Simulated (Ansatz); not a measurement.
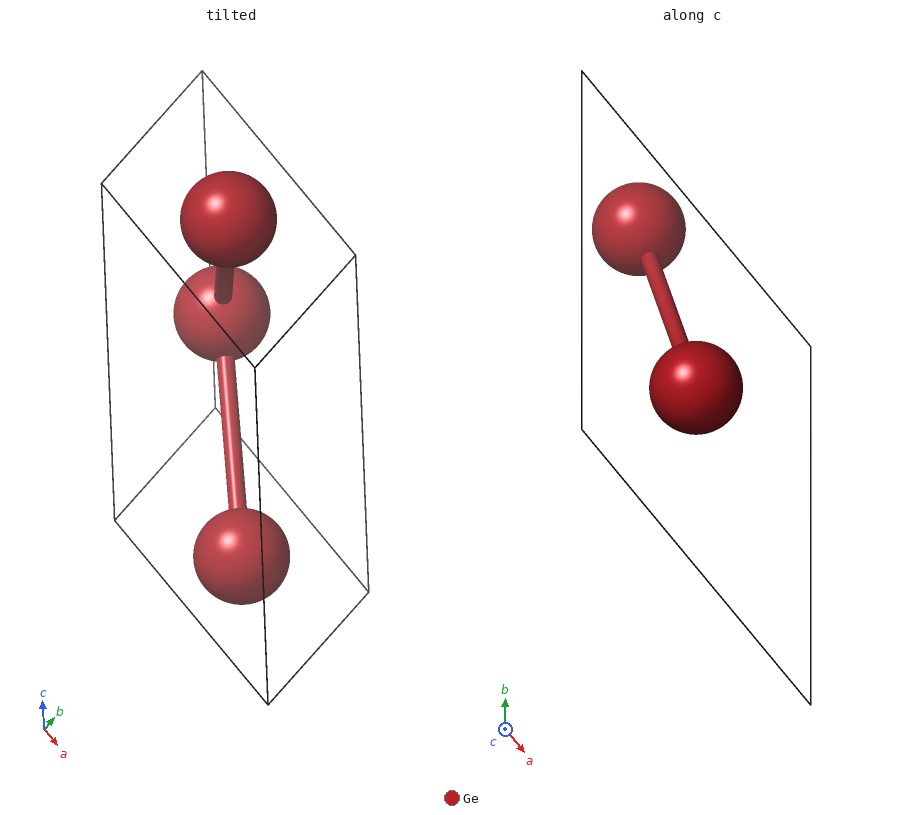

Ball-and-stick drawing of the structure, looking slightly off an axis and along the c axis. Atoms at the boundary of the simulation cell (the box) are drawn once for each face, edge or corner they touch.

The calculation's input:
```yaml
crystal:
  lattice:
    - [-2.7021647331, 2.7021647331, 1.4795407439]
    - [2.7021647331, -2.7021647331, 1.4795407439]
    - [2.7021647331, 2.7021647331, -1.4795407439]
  atoms:
    - { symbol: Ge, position: [0.25, 0.75, 0.5] }
    - { symbol: Ge, position: [0.5, 0.5, 0.0] }
basis:
  ecutwfc: 500
kpoints:
  mp_grid: { grid: [24, 24, 24] }
hamiltonian:
  xc: r2scan
scf:
  occupations: { method: gaussian, width: 0.15 }
output:
  forces: true
  stress: true
  eigenvalues: true
```
Run as:
```sh
ansatz run input.yaml --threads 2 --pin off --max-ram 5120MiB --backend cpu --events-out ev --progress --plain --runs-dir out
```

Calculation details: Ansatz, DFT r2SCAN, scalar-relativistic, plane waves, PAW; wavefunction cutoff 500 eV, k-point mesh 24×24×24, Gaussian smearing of 0.15 eV, no spin polarisation.

Is the electronic structure metallic or gapped?

A metal: bands cross the Fermi level.

Under what pressure is the structure?

The computed pressure is -8.1 GPa (stretched: it would shrink).

It goes back to a structure listed in the Materials Project. The cell was then strained or its atoms displaced on purpose. It was run through Ansatz as a DFT input.

At this level of theory the run's own cell isn't at rest (stretched, at -8 GPa), so its distances can differ from those at equilibrium, the more so the softer the solid.
